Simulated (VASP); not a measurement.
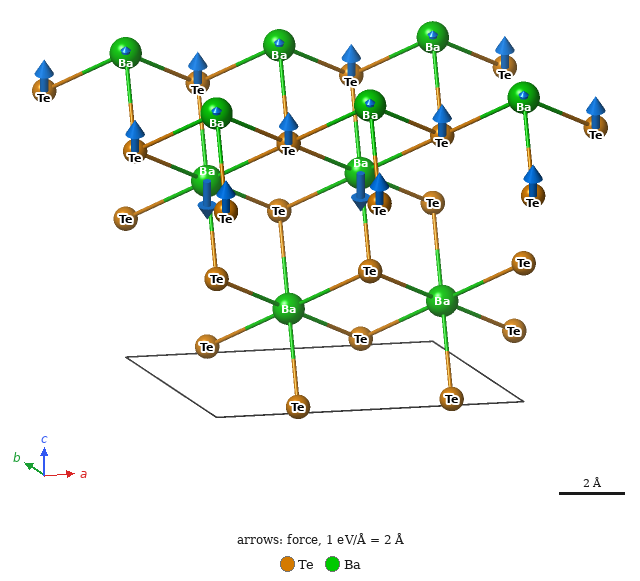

Starting geometry of a slab of composition BaTe with the computed forces as blue arrows. A ball-and-stick model of the 2 × 1 repeat of the cell, outlined in the plane, without the vacuum, seen from a free direction.

The run lets the atoms move in a fixed cell. 3 atoms are held fixed.

Method: Kohn-Sham DFT of a periodic cell, PBE with D3(BJ), VASP PAW PBE potentials, recommended (VASP).

The input:
```
SYSTEM = BaTe
PREC     = Accurate       ! precision mode
ENCUT    = 520            ! plane-wave cutoff, eV
EDIFF    = 1E-6           ! SCF threshold, eV
ISMEAR   = -1             ! smearing method
SIGMA    = 0.05           ! smearing width, eV
LREAL    = .FALSE.        ! projectors in reciprocal space
LASPH    = .TRUE.         ! aspherical terms in the spheres
NELM     = 60             ! most SCF steps
ALGO     = Normal         ! electronic algorithm
ISIF     = 2              ! what is computed and relaxed
LWAVE    = .FALSE.        ! write WAVECAR
LCHARG   = .FALSE.        ! write CHGCAR
LDIPOL   = .TRUE.       
IDIPOL   = 3            
DIPOL    = 0.5 0.5 0.500
GGA      = PE             ! functional
IVDW     = 12             ! dispersion correction
IBRION   = 2              ! ionic algorithm
NSW      = 60             ! ionic steps
EDIFFG   = -0.02          ! ionic threshold
```

Run as
```bash
cat potpaw_PBE.64/Te/POTCAR potpaw_PBE.64/Ba_sv/POTCAR > POTCAR
mpirun -np 1 vasp_std > vasp.out
```

**Is this structure relaxed? If not, where do the atoms go?**

It isn't relaxed: the largest force vector, on a Ba atom, is 0.69 eV/Å. The final displacements follow the starting forces only in part (cosine between the two patterns 0.60). The energy falls by 96.4 meV per cell of the calculation in 11 geometry steps. The largest force component goes from 0.69 to 0.73 eV/Å. The atom that moves furthest is a Te atom (0.28 Å along the normal (+c)). By element the largest moves are Te 0.28 Å, Ba 0.25 Å. The cell doesn't change. Among the contacts that change: Ba–Te 3.410 → 3.592 Å, Ba–Te 3.410 → 3.396 Å. Bond angles that change, for instance: Te–Ba–Te 90.0° → 84.3°, Ba–Te–Ba 90.0° → 84.3°, Ba–Te–Ba 180.0° → 175.7°. It ran on 1 thread of Intel(R) Xeon(R) 6975P-C (Granite Rapids), with other jobs on the host.
